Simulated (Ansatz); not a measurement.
# Geometry relaxation, with input and output: SnO$_{2}$

System: SnO$_{2}$ (P4/mmm, 3 atoms in the cell).
Method: DFT PBE, scalar-relativistic, plane waves, PAW, no spin polarisation (Ansatz 0.2.0).

The structure was made by a generator, so it may or may not be a known phase. Figures and captions count atoms from 1; the log counts them from 0 in places.

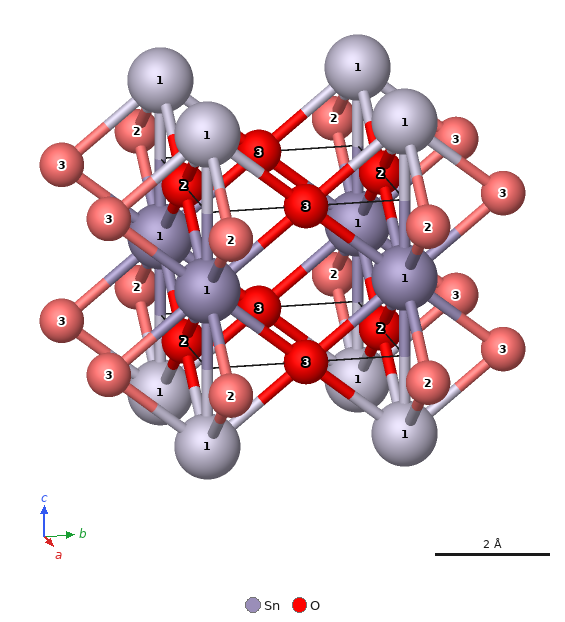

*The starting structure (ball-and-stick view of the cell of the calculation, seen slightly off an axis; neighbours outside the cell are drawn fainter; atoms are numbered from 1 in the order of the input). An atom can appear more than once, as a periodic image.*

## Input file
```yaml
crystal:
  lattice:
    - [3.5632043514, 0.0, 0.0]
    - [0.0, 3.5632043514, 0.0]
    - [0.0, 0.0, 2.8511041259]
  atoms:
    - { symbol: Sn, position: [0.0, 0.0, 0.5] }
    - { symbol: O, position: [0.5, 0.0, 0.0] }
    - { symbol: O, position: [0.0, 0.5, 0.0] }
basis:
  ecutwfc: 420
kpoints:
  mp_grid: { grid: [14, 14, 16] }
hamiltonian:
  xc: pbe
scf:
  occupations: { method: gaussian, width: 0.1 }
output:
  forces: true
  stress: true
  eigenvalues: true
relax:
  adjacent_minimum: "off"
  f_tol: 0.01
  max_steps: 80
  cell: { stress_tol: 0.05 }
```

Hardware: 1 thread of Arm Neoverse V1, 24 GiB of memory available, shared host.

Run as:
```bash
ansatz run input.yaml --threads 1 --pin off --max-ram 2560MiB --backend cpu --events-out ev --progress --plain --runs-dir out
```

## The program's output
```
Engine: ansatz 0.2.0, aarch64-unknown-linux-gnu
Pseudopotentials: kind: paw
Pseudopotential: Sn, paw, valence charge 14, recommended cutoff 420 eV (normal), Sn.paw.azcp
Pseudopotential: O, paw, valence charge 6, recommended cutoff 420 eV (normal), O.paw.azcp
Functional definition: PBE
  parameter kappa = 0.804
  parameter beta = 0.06672455060314922
  exchange = pbe_x(kappa = kappa, mu = beta*pi^2/3)
  correlation = pbe_c(beta = beta)
Crystal: 3 atoms, lattice volume = 36.199 Å³
Basis set: ecut = 420 eV, 717 PW (Γ), exchange–correlation on 48×48×40 points (8 copies of the dense FFT grid, shifted against one another)
Bands: 17, of which v1, the nominal top of the filled ones, is band 13 counted from 1 (12 counted from 0)
Symmetry: 16 space group operations
Space group: P4/mmm (ITA 123), of the structure as read, at distance tolerance 3.3e-5 Å
k-points: 324 of 3136
Non-local potential: Sn, projectors of the file, l = 0: 2, l = 1: 2, l = 2: 2, l = 3: 2
Non-local potential: O, projectors of the file, l = 0: 2, l = 1: 2, l = 2: 1
PAW form: soft (Blöchl's): semilocal exchange-correlation on the pseudo side does not see the compensation charge
PAW one-centre angular grid: Sn, 590 points (default); XC on 64 Gauss nodes
PAW one-centre angular grid: O, 110 points (default); XC on 64 Gauss nodes
Initial density: superposition of atomic densities (neutral atoms: chi_scale 0, normalization atom), corrected by the library's trained network
Initial wavefunctions: pseudopotential atomic-orbital guess
Functional: x = pbe(κ = 0.804, μ = 0.2195149727645171), c = pbe(β = 0.06672455060314922)
SCF iter   1: F=—  HF=-7156.210869 eV  |F-HF|=—  |Δ(HF+E_count)|=         —  Δρ=4.18e-3  dr2=1.83e-3  ethr=1.77e-3  ⟨swp⟩=5.1  Hψ=27550  notcnv=0
preconditioner: auto → LDOS  [metal: Δε(μ)=0.013 eV  Ē_g=18.765 eV  σ=0.100 eV  W_gap=0.07  n_scr=10 (ndim 8)  ℏωp=31.5 eV  f_vac=0.052  D(μ)=1.09/eV (n_scr^D=6)  β→1.0]
SCF iter   2: F=—  HF=-7156.210419 eV  |F-HF|=—  |Δ(HF+E_count)|=   4.50e-4  Δρ=1.60e-3  dr2=7.13e-4  ethr=7.04e-6  ⟨swp⟩=2.0  Hψ=11140  notcnv=0
SCF iter   3: F=—  HF=-7156.210238 eV  |F-HF|=—  |Δ(HF+E_count)|=   1.81e-4  Δρ=3.41e-4  dr2=2.37e-5  ethr=2.74e-6  ⟨swp⟩=2.1  Hψ=7813  notcnv=0
SCF iter   4: F=—  HF=-7156.210158 eV  |F-HF|=—  |Δ(HF+E_count)|=   7.99e-5  Δρ=3.55e-5  dr2=1.34e-7  ethr=9.13e-8  ⟨swp⟩=2.2  Hψ=8242  notcnv=0
iter 5 did not close the SCF: its close was put off for the readings that it lacked (scf_convergence_deferred on its scf_iter line)
SCF iter   5: F=-7156.210158 eV  HF=-7156.210158 eV  |F-HF|=7.94e-9  |Δ(HF+E_count)|=   4.82e-7  Δρ=3.98e-6  dr2=1.99e-9  ethr=5.16e-10  ⟨swp⟩=2.1  Hψ=8698  notcnv=0
SCF iter   6: F=-7156.210158 eV  HF=-7156.210158 eV  |F-HF|=5.00e-11  |Δ(HF+E_count)|=   9.28e-9  Δρ=4.94e-7  dr2=4.35e-11  ethr=7.66e-12  ⟨swp⟩=2.0  Hψ=17644  notcnv=0
SCF 1 converged in 6 iterations: F = -7156.210158 eV  dr2 = 4.35e-11
  greatest PAW one-centre occupation: 0.994 electrons in one spin orbital (limit 2), on the Sn atom at site 0 (counted from 0), in its partial waves of l = 2
relax step   1: F+E_penalty+E_count = -7156.21015810 eV  Δ(F+E_penalty+E_count) = +0.000e0 eV  max|allowed force component| = 9.203e-30 eV/Å  Δτ_max = 0.0000 Å  P = +0.115 GPa  Ω = 36.199 Å³  (6 SCF iters, dr2 threshold 1.00e-7 eV, accepted)
Crystal: 3 atoms, lattice volume = 36.205 Å³
Initial density: handed on by an earlier stage of this run
Initial wavefunctions: those handed on with the density
iter 1 solved again at ethr=1.94e-7 eV; its pass at ethr=3.10e-3 eV (dr2=5.05e-5 eV) is discarded
SCF iter   1: F=—  HF=-7156.210059 eV  |F-HF|=—  |Δ(HF+E_count)|=         —  Δρ=6.00e-4  dr2=5.13e-5  ethr=1.94e-7  ⟨swp⟩=3.1  Hψ=31515  notcnv=0
preconditioner: auto → LDOS  [metal: Δε(μ)=0.019 eV  Ē_g=18.762 eV  σ=0.100 eV  W_gap=0.11  n_scr=10 (ndim 8)  ℏωp=31.5 eV  f_vac=0.055  D(μ)=1.10/eV (n_scr^D=6)  β→1.0]
SCF iter   2: F=—  HF=-7156.209960 eV  |F-HF|=—  |Δ(HF+E_count)|=   9.90e-5  Δρ=1.83e-4  dr2=8.05e-6  ethr=1.94e-7  ⟨swp⟩=2.0  Hψ=8008  notcnv=0
SCF iter   3: F=—  HF=-7156.209959 eV  |F-HF|=—  |Δ(HF+E_count)|=   1.14e-6  Δρ=5.40e-5  dr2=8.64e-7  ethr=3.10e-8  ⟨swp⟩=2.1  Hψ=8214  notcnv=0
SCF iter   4: F=-7156.209958 eV  HF=-7156.209958 eV  |F-HF|=2.12e-8  |Δ(HF+E_count)|=   2.21e-7  Δρ=8.87e-6  dr2=2.46e-8  ethr=1.15e-9  ⟨swp⟩=5.5  Hψ=23251  notcnv=0
SCF 2 converged in 4 iterations: F = -7156.209958 eV  dr2 = 2.46e-8
relax step   2: F+E_penalty+E_count = -7156.20995839 eV  Δ(F+E_penalty+E_count) = +1.997e-4 eV  max|allowed force component| = 2.072e-28 eV/Å  Δτ_max = 0.0000 Å  P = +0.058 GPa  Ω = 36.205 Å³  energy of the carried Pulay correction = +1.854e-5 eV  (4 SCF iters, dr2 threshold 3.00e-7 eV, rejected (line search))
Crystal: 3 atoms, lattice volume = 36.218 Å³
iter 1 solved again at ethr=5.12e-8 eV; its pass at ethr=3.10e-3 eV (dr2=1.33e-5 eV) is discarded
SCF iter   1: F=—  HF=-7156.210222 eV  |F-HF|=—  |Δ(HF+E_count)|=         —  Δρ=3.81e-4  dr2=1.61e-5  ethr=5.12e-8  ⟨swp⟩=3.0  Hψ=32505  notcnv=0
preconditioner: auto → LDOS  [metal: Δε(μ)=0.016 eV  Ē_g=18.767 eV  σ=0.100 eV  W_gap=0.09  n_scr=10 (ndim 8)  ℏωp=31.5 eV  f_vac=0.055  D(μ)=1.10/eV (n_scr^D=6)  β→1.0]
SCF iter   2: F=—  HF=-7156.210138 eV  |F-HF|=—  |Δ(HF+E_count)|=   8.47e-5  Δρ=7.85e-5  dr2=1.58e-6  ethr=5.12e-8  ⟨swp⟩=2.3  Hψ=9236  notcnv=0
SCF iter   3: F=—  HF=-7156.210136 eV  |F-HF|=—  |Δ(HF+E_count)|=   1.92e-6  Δρ=2.97e-5  dr2=2.84e-7  ethr=6.06e-9  ⟨swp⟩=2.0  Hψ=9730  notcnv=0
SCF iter   4: F=—  HF=-7156.210136 eV  |F-HF|=—  |Δ(HF+E_count)|=   8.64e-8  Δρ=4.07e-6  dr2=6.39e-9  ethr=1.09e-9  ⟨swp⟩=3.0  Hψ=10298  notcnv=0
SCF iter   5: F=—  HF=-7156.210136 eV  |F-HF|=—  |Δ(HF+E_count)|=   1.88e-9  Δρ=8.91e-7  dr2=1.64e-10  ethr=2.46e-11  ⟨swp⟩=2.1  Hψ=8777  notcnv=0
SCF iter   6: F=-7156.210136 eV  HF=-7156.210136 eV  |F-HF|=1.82e-12  |Δ(HF+E_count)|=  2.73e-11  Δρ=8.86e-8  dr2=1.91e-12  ethr=1.00e-12  ⟨swp⟩=6.4  Hψ=24799  notcnv=0
SCF 3 converged in 6 iterations: F = -7156.210136 eV  dr2 = 1.91e-12
relax step   3: F+E_penalty+E_count = -7156.21013561 eV  Δ(F+E_penalty+E_count) = +2.249e-5 eV  max|allowed force component| = 4.207e-29 eV/Å  Δτ_max = 0.0000 Å  P = +0.025 GPa  Ω = 36.218 Å³  energy of the carried Pulay correction = -8.623e-5 eV  (6 SCF iters, accepted)
Initial wavefunctions: pseudopotential atomic-orbital guess (no wavefunctions were taken with the density)
iter 1 solved again at ethr=7.25e-8 eV; its pass at ethr=3.10e-3 eV (dr2=1.88e-5 eV) is discarded
SCF iter   1: F=—  HF=-7156.210316 eV  |F-HF|=—  |Δ(HF+E_count)|=         —  Δρ=9.07e-6  dr2=4.57e-9  ethr=7.25e-8  ⟨swp⟩=3.3  Hψ=42065  notcnv=0
eigensolver tolerance schedule: the retry pair's looser diagonalisation over-reported the residual by 4118.23 of it (diagonalisation noise at 0.11 of the residual, at the tolerance the schedule requests for it); recorded, not acted on — ethr = c·dr2/N_el stays at c = 1.0e-1
SCF iter   2: F=—  HF=-7156.210234 eV  |F-HF|=—  |Δ(HF+E_count)|=   8.24e-5  Δρ=2.85e-6  dr2=2.39e-9  ethr=1.76e-11  ⟨swp⟩=3.0  Hψ=11637  notcnv=0
SCF iter   3: F=—  HF=-7156.210234 eV  |F-HF|=—  |Δ(HF+E_count)|=  3.16e-10  Δρ=9.61e-7  dr2=9.01e-11  ethr=9.19e-12  ⟨swp⟩=2.3  Hψ=9682  notcnv=0
SCF iter   4: F=-7156.210234 eV  HF=-7156.210234 eV  |F-HF|=1.91e-11  |Δ(HF+E_count)|=  6.46e-11  Δρ=2.59e-7  dr2=1.94e-11  ethr=1.00e-12  ⟨swp⟩=6.9  Hψ=28594  notcnv=0
SCF 4 converged in 4 iterations: F = -7156.210234 eV  dr2 = 1.94e-11
relax step   4: F+E_penalty+E_count = -7156.21023379 eV  Δ(F+E_penalty+E_count) = -9.817e-5 eV  max|allowed force component| = 8.415e-30 eV/Å  Δτ_max = 0.0000 Å  P = +0.027 GPa  Ω = 36.218 Å³  stress off target by 3.17e-2 GPa  SCF on the basis re-selected at this cell (its energy is not comparable with the rows above)  (4 SCF iters)
```

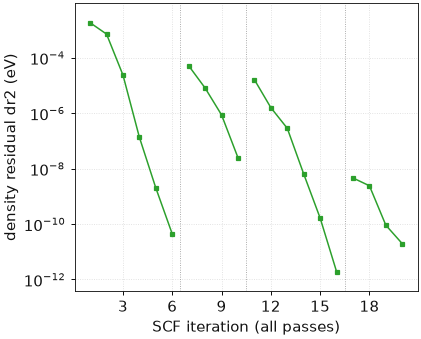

*Convergence of the self-consistent field: density residual dr2 against the SCF iteration. The dotted lines part the SCF passes of the relaxation: geometry steps, rejected trials and re-solves on a re-selected basis.*

The passes take 6, 4, 6 and 4 iterations.

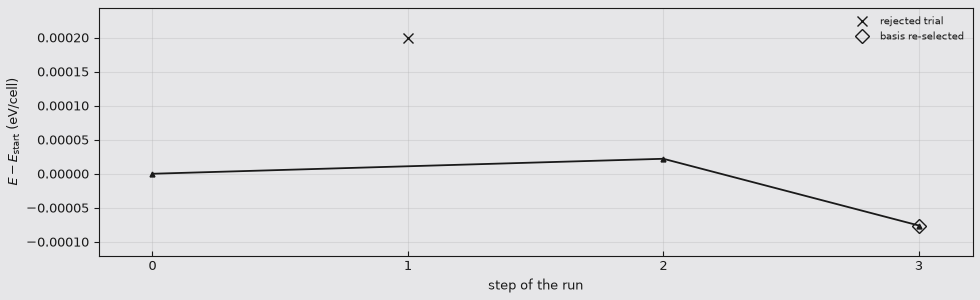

*Progress of the relaxation, step by step (the first geometry is step 0 here and step 1 in the log).*

The atoms keep their places relative to the cell (all moves are under 0.005 Å). Cell: a = b 3.563 → 3.562 Å (0.0 %), c 2.851 → 2.854 Å (+0.1 %). Volume +0.1 %. The space group stays P4/mmm (No. 123). After 2 geometry steps the energy has risen by next to nothing (0.0 meV per cell of the calculation). All forces vanish by symmetry, so only the cell relaxes. Pressure: 0.11 GPa at the start and 0.03 GPa at the end. The line search rejected the trial step at point 1 (counted from 0) and went back. A last SCF at the same geometry on a re-selected plane-wave basis shifts the energy by −0.1 meV per cell of the calculation. (Atoms are counted from 1 in the order of the input.)

```
basis re-selected at this cell: Δ(F+E_penalty+E_count) = -9.817e-5 eV, ΔP = +0.002 GPa vs the last step (what re-selecting the basis moved, of the pressure what is left beyond the Pulay correction that the steps carried, after the strain that the cell walked since its last selection, with what the two solves' SCF thresholds leave and, on support functions, any second-order correction that the steps lacked; it is no measure of the basis error at this ecutwfc). This SCF's stress stands 3.17e-2 GPa from its target on what of the cell is left free (relax.cell.stress_tol is 5.00e-2 GPa) and its largest allowed force component is 8.41e-30 eV/Å (relax.f_tol is 1.00e-2 eV/Å): within both
SCF converged after 4 iterations
Free energy (F): -7156.210234 eV
Harris-Foulkes:  -7156.210234 eV  (|F-HF|=1.91e-11)
Internal energy: -7156.204752 eV  (E = F + TS)
E sigma→0 (E₀):  -7156.207493 eV
Entropy (-TS):   -0.005481 eV (-1.827 meV/atom)
Fermi energy:    10.562331 eV
--- Per-component energies (eV) ---
  E_band       = -58.191145
  E_kinetic    = 536.171810
  E_local      = -1355.764386  (includes V_loc(G=0)·N_el)
  E_nonlocal   = 66.141320
  E_hartree    = 707.269486
  E_xc         = -527.323938
  E_vxc        = -281.445879  (∫ρ·V_xc dr)
  E_paw        = -4459.459284  (= ΣΔE_a)
  E_vpaw       = -437.837747  (= ΣTr[D̂ρ^β])
  E_aug_tail   = 0.004739  (compensation charges beyond the density's cutoff)
  E_ewald      = -2123.244498
  E_smearing   = -0.005481  (= −TS)
  E_closure    = 0.000000  (closes the sum)
  Σ components = -7156.210234   (vs F -7156.210234, Δ=0.00e0)
--- Forces (eV/Å), atoms counted from 1 ---
  atom   1  Sn     0.00000000     0.00000000     0.00000000
  atom   2  O      0.00000000     0.00000000     0.00000000
  atom   3  O      0.00000000    -0.00000000     0.00000000
  max |Σ_I F_I| component: 1.26e-29 eV/Å
--- Stress (GPa, compression-positive) ---
        0.024832       0.000000       0.000000
        0.000000       0.024832       0.000000
        0.000000       0.000000       0.031690
  P = ⅓ Tr σ = 0.0271 GPa (0.271 kbar)
--- Band table (eV; the first three rows and the last of 324) ---
  k-point 0: bands = ["-11.6065", "-11.4603", "-11.0542", "-11.0163", "-11.0163", "-9.0920", "-5.6584", "4.9087", "4.9087", "7.3840", "7.3858", "9.0230", "9.6938", "9.6938", "17.5232", "20.5344", "20.5344"]
  k-point 1: bands = ["-11.5814", "-11.4504", "-11.0533", "-11.0284", "-11.0284", "-9.0601", "-5.6632", "4.9708", "4.9708", "6.4086", "8.3125", "8.9549", "9.7074", "9.7074", "17.5771", "20.3375", "20.3375"]
  k-point 2: bands = ["-11.5099", "-11.4222", "-11.0625", "-11.0625", "-11.0506", "-8.9665", "-5.6770", "5.1509", "5.1509", "5.4163", "8.7645", "9.1692", "9.7484", "9.7484", "17.7058", "19.7974", "19.7974"]
  k-point 323: bands = ["-11.6673", "-11.6673", "-11.0749", "-11.0102", "-10.8949", "-6.0153", "-6.0153", "2.5545", "4.8609", "4.8609", "6.6684", "7.9667", "9.3105", "11.0158", "17.6807", "18.9681", "20.2217"]
--- Relaxed structure (3 steps of the walk, 2 accepted, 1 SCFs on fresh bases) ---
  F+E_penalty+E_count = -7156.21023379 eV   max|allowed force component| = 8.415e-30 eV/Å   (the final SCF, on the basis selected at the relaxed cell)
  cell:  # Å, volume = 36.2180 Å³
    - [3.5623301301188226, 0.0, 0.0]
    - [1.2965712482618743e-35, 3.5623301301188226, 0.0]
    - [0.0, 0.0, 2.8540108324888838]
  atoms:
    - { symbol: Sn, position: [-4.909093465297727e-91, -5.498301691848568e-40, 0.5] }
    - { symbol: O, position: [0.5000000000000001, 6.87287711481071e-39, 0.0] }
    - { symbol: O, position: [3.3409558876152446e-52, 0.5000000000000001, 0.0] }
```

## Trajectory as extended XYZ (Å, eV, eV/Å), 4 frames, from step=1 to step=4
```
3
Lattice="3.5632 0.0000 0.0000 0.0000 3.5632 0.0000 0.0000 0.0000 2.8511" Properties=species:S:1:pos:R:3:forces:R:3 step=1 energy=-7156.21016 pressure_GPa=0.11
Sn    0.0000    0.0000    1.4256    0.0000   0.0000   0.0000
O     1.7816    0.0000    0.0000    0.0000   0.0000   0.0000
O     0.0000    1.7816    0.0000    0.0000   0.0000   0.0000
3
Lattice="3.5585 0.0000 0.0000 0.0000 3.5585 0.0000 0.0000 0.0000 2.8591" Properties=species:S:1:pos:R:3:forces:R:3 step=2 energy=-7156.20996 pressure_GPa=0.06 accepted=F
Sn    0.0000    0.0000    1.4295    0.0000   0.0000   0.0000
O     1.7793    0.0000    0.0000    0.0000   0.0000   0.0000
O     0.0000    1.7793    0.0000    0.0000   0.0000   0.0000
3
Lattice="3.5623 0.0000 0.0000 0.0000 3.5623 0.0000 0.0000 0.0000 2.8540" Properties=species:S:1:pos:R:3:forces:R:3 step=3 energy=-7156.21014 pressure_GPa=0.02
Sn    0.0000    0.0000    1.4270    0.0000   0.0000   0.0000
O     1.7812    0.0000    0.0000    0.0000   0.0000   0.0000
O     0.0000    1.7812    0.0000    0.0000   0.0000   0.0000
3
Lattice="3.5623 0.0000 0.0000 0.0000 3.5623 0.0000 0.0000 0.0000 2.8540" Properties=species:S:1:pos:R:3:forces:R:3 step=4 energy=-7156.21023 pressure_GPa=0.03
Sn    0.0000    0.0000    1.4270    0.0000   0.0000   0.0000
O     1.7812    0.0000    0.0000    0.0000   0.0000   0.0000
O     0.0000    1.7812    0.0000    0.0000   0.0000   0.0000
```

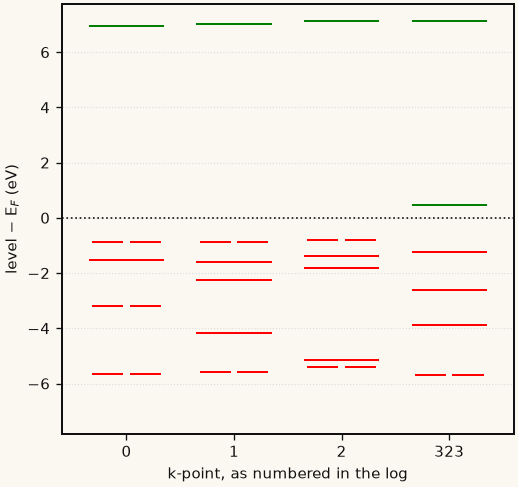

*Kohn–Sham levels near the Fermi level (dotted) at the few k-points that the log prints; levels within 0.02 eV of each other stand side by side.*

The system is metallic on the full mesh.

## Summary

| quantity | value |
| --- | --- |
| outcome | converged |
| space group (tolerance 0.01 Å) | P4/mmm (123) |
| electrons treated | 26 |
| free energy | −7156.2102 eV |
| Fermi energy | 10.562 eV |
| gap on the k-point mesh | none (metallic) |
| pressure | 0.03 GPa |
| final volume | 36.22 Å³ |
| largest force (length of the vector) at the end | under 0.001 eV/Å |
| final cell | a = 3.562 Å, b = 3.562 Å, c = 2.854 Å, α = 90.00°, β = 90.00°, γ = 90.00° |
| wall time | 42 s |
| peak memory | 0.45 GiB |
